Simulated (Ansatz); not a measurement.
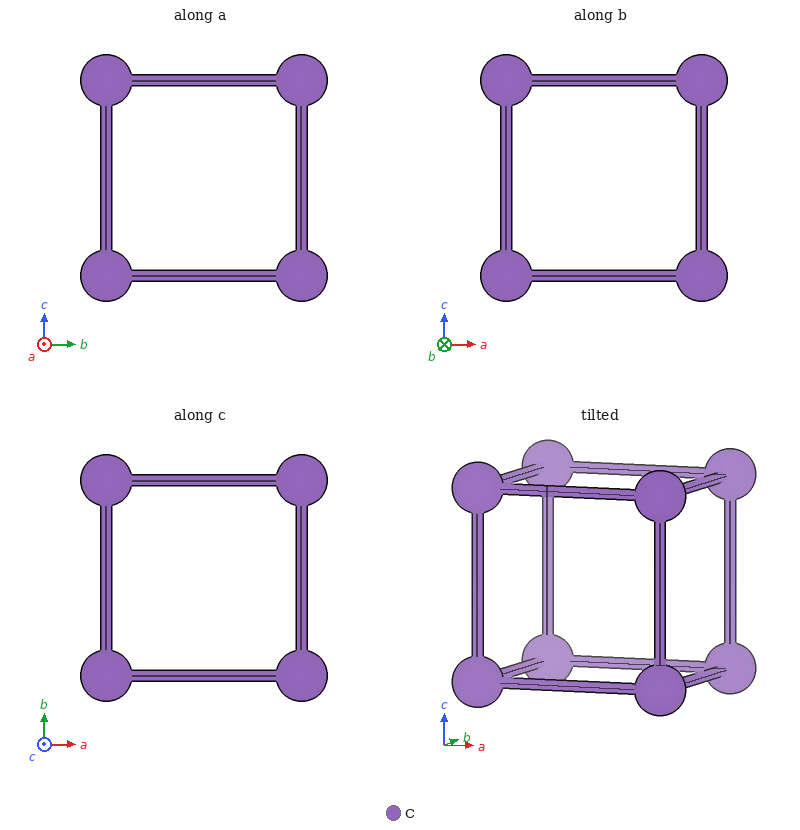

A ball-and-stick rendering, viewed along the a axis, along the b axis, along the c axis and slightly off an axis. The conventional unit cell is drawn as a box.

Lattice parameters: a = 1.776 Å, b = 1.776 Å, c = 1.776 Å, α = 90.00°, β = 90.00°, γ = 90.00°.

### From the views, write a table of Wyckoff sites.

Space group Pm-3m (No. 221).
```json
{"atom": "C", "site": "1a", "x": "0.0000", "y": "0.0000", "z": "0.0000"}
```

Starting structure: a textbook structure type filled with this element (whether it is the usual form wasn't checked). This is the structure after a relaxation with Ansatz, DFT PBE, scalar-relativistic, plane waves, PAW.
